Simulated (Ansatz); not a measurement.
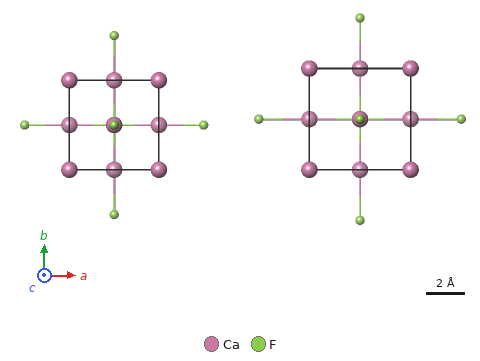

Two geometries of a crystal of Ca$_{4}$F (a generated structure, set up in Pm-3m) (coarse preliminary run), drawn at one scale. One is the start of a relaxation, the other its converged end. A ball-and-stick model of the cell of the calculation, seen along the c axis.

The calculation used DFT PBE, scalar-relativistic, plane waves, PAW (Ansatz). Set-up: plane-wave cutoff 420 eV; k-point mesh 4 × 4 × 4; occupations gaussian; smearing width 0.1 eV; no spin polarisation; cell and atoms relaxed; force threshold 0.04 eV/Å; at most 70 steps.

Question: Which geometry has the lower energy?

Answer: The right one is the relaxed one. No atom moves by more than 0.005 Å relative to the cell. Cell: a = b = c 4.795 → 5.423 Å (+13.1 %). Volume +44.7 %. Among the contacts that change: Ca–Ca 3.391 → 3.835 Å, Ca–F 2.398 → 2.712 Å. The space group stays Pm-3m (No. 221). The energy falls by 1.856 eV per cell of the calculation in 5 accepted moves (7 points after the start). All forces vanish by symmetry, so only the cell relaxes. Pressure: 15.37 GPa at the start and 0.03 GPa at the end. The SCF was repeated twice at an unchanged geometry on a basis and grid sized afresh for the cell, which shifted the energy by 0.166 eV per cell of the calculation at most.
